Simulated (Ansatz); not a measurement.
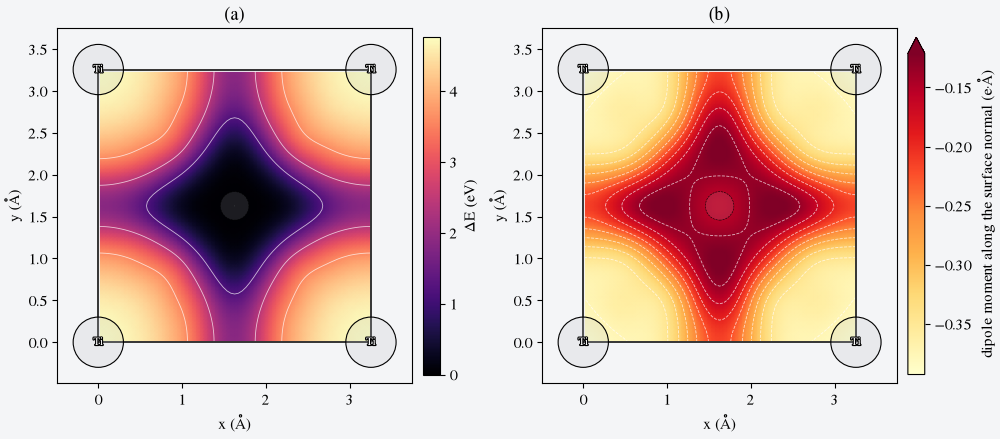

C on a Ti(100) slab cut from the Im-3m phase, its upper half relaxed before the scan (16 atoms of substrate and one adsorbate in a 2 × 2 cell). 
- C is moved over the surface cell; relaxed at each place: the height of the adsorbate's atoms; substrate rigid; the origin of the map has the adsorbate above Ti13.
- Places are given modulo a cell vector. The map is drawn in real space over the plane of the surface.
- The scan uses a 6 × 6 grid; 10 points were computed and 26 follow by symmetry.
- Places are given in fractions of the 1 × 1 surface cell.
- Energies are in eV, from the lowest grid point.
- These are results of DFT PBE, scalar-relativistic, plane waves, PAW (Ansatz), not measurements. Settings: cutoff 420 eV, k-mesh 4×4×1, gaussian smearing 0.1 eV, no spin polarisation.

Panel (a) is the energy and panel (b) the computed dipole moment along the surface normal on the same grid.

Drawn: a smooth colour map with a few white contour lines, labelled circles for the atoms of the top layer and small ones for the second layer, the outline of one cell of the plane. Between grid points the surface is interpolated.

**How does the dipole moment along the surface normal vary over the map, and what is it at the lowest grid point?**

It runs from −0.39 e·Å at the top site over a surface Ti atom, (0/6, 0/6) of the cell vectors to −0.12 e·Å at (2/6, 3/6) of the cell vectors [nearest 3 Ti at 2.01 Å]. At the lowest grid point, a fourfold hollow over a second-layer Ti atom, (3/6, 3/6) of the cell vectors, it is −0.16 e·Å.

```
second ↓, first →    0/6    1/6    2/6    3/6    4/6    5/6
              5/6  −0.38  −0.36  −0.30  −0.15  −0.30  −0.36
              4/6  −0.33  −0.30  −0.18  −0.12  −0.18  −0.30
              3/6  −0.21  −0.15  −0.12  −0.16  −0.12  −0.15
              2/6  −0.33  −0.30  −0.18  −0.12  −0.18  −0.30
              1/6  −0.38  −0.36  −0.30  −0.15  −0.30  −0.36
              0/6  −0.39  −0.38  −0.33  −0.21  −0.33  −0.38
```

PAW datasets: the set soft_1.
